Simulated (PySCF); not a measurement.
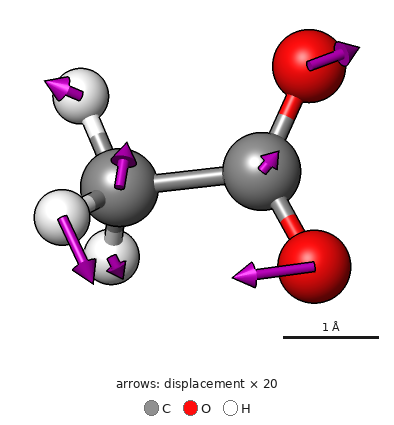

A relaxation of C2H3O2 (charge −1). The starting structure is drawn; purple arrows show the displacements, 20 times their true length. The two geometries are superimposed by the best rigid fit.

Style: ball-and-stick. Shown from a free direction.

The start comes from GFN2-xTB. Its atoms were then displaced at random by about 0.01 Å.

These are results of PBE0-D3(BJ)/def2-SVP geometry optimisation, gas phase in PySCF, not measurements. 

Q: What did the optimiser do to the structure, and how much energy did it gain?

A: The largest move after the best rigid fit is that of an O atom, 0.046 Å. Largest moves by element: O 0.046 Å, H 0.040 Å, C 0.028 Å. Some distances before and after: C–H 1.075 → 1.104 Å, C–H 1.114 → 1.102 Å, C–O 1.236 → 1.246 Å, C–C 1.561 → 1.568 Å. Bond angles that change, for instance: H–C–H 109.4° → 106.3°, O–C–O 127.8° → 129.8°. After 6 geometry steps the energy has fallen by 4.53 kJ/mol.

Limits of the set-up: the basis has no diffuse functions, which an anion needs.
